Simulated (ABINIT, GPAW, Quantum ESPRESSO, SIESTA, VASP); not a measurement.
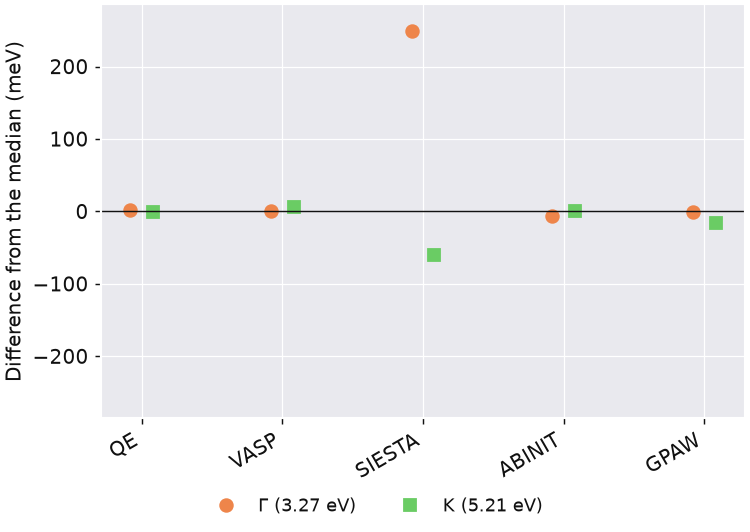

Lowest conduction level at each named k point, counted from the valence-band top at Γ, for AlN, space group P6_3/mmc (No. 194), 4 atoms in the cell; a = 3.312 Å, c = 4.188 Å (hexagonal axes). Five programs ran PBE (no spin polarisation, no spin-orbit coupling) on the same cell and 9×9×7 k mesh. The plot shows each result less the median of the plane-wave runs, which the legend gives.

> How well do the programs agree?

The plane-wave programs (VASP, GPAW, Quantum ESPRESSO and ABINIT) agree within 23 meV at these points. SIESTA departs by up to +248 meV (at Γ).

| program | kind | valence electrons | Γ (eV) | K (eV) |
| --- | --- | --- | --- | --- |
| Quantum ESPRESSO | plane waves | 16 | 3.270 | 5.205 |
| VASP | plane waves | 16 | 3.268 | 5.211 |
| SIESTA | local basis | 16 | 3.516 | 5.145 |
| ABINIT | plane waves | 16 | 3.261 | 5.206 |
| GPAW | plane waves | 16 | 3.267 | 5.189 |

Settings. SSSP 1.3 efficiency PBE, 816 eV cutoff, Fermi-Dirac smearing of 0.05 eV (Quantum ESPRESSO). VASP PAW PBE potentials, release 64 (Al, N), 520 eV cutoff, Fermi-Dirac smearing of 0.05 eV (VASP 6.6.1). PseudoDojo 0.4 standard (PBE files), DZP (energy shift 0.003 Ry) basis, Fermi-Dirac smearing of 0.05 eV (SIESTA 5.4.2). JTH PAW PBE v2.0, 707 eV cutoff, Fermi-Dirac smearing of 0.05 eV (ABINIT 10.8.3 (patched build)). GPAW PAW data sets (gpaw-data 1.2.1), 800 eV cutoff, Fermi-Dirac smearing of 0.05 eV (GPAW).

LDA, GGA and most meta-GGA functionals understate gaps. The usual form of AlN is wurtzite. SIESTA: the basis of atomic orbitals isn't converged, which shifts gaps and empty levels.
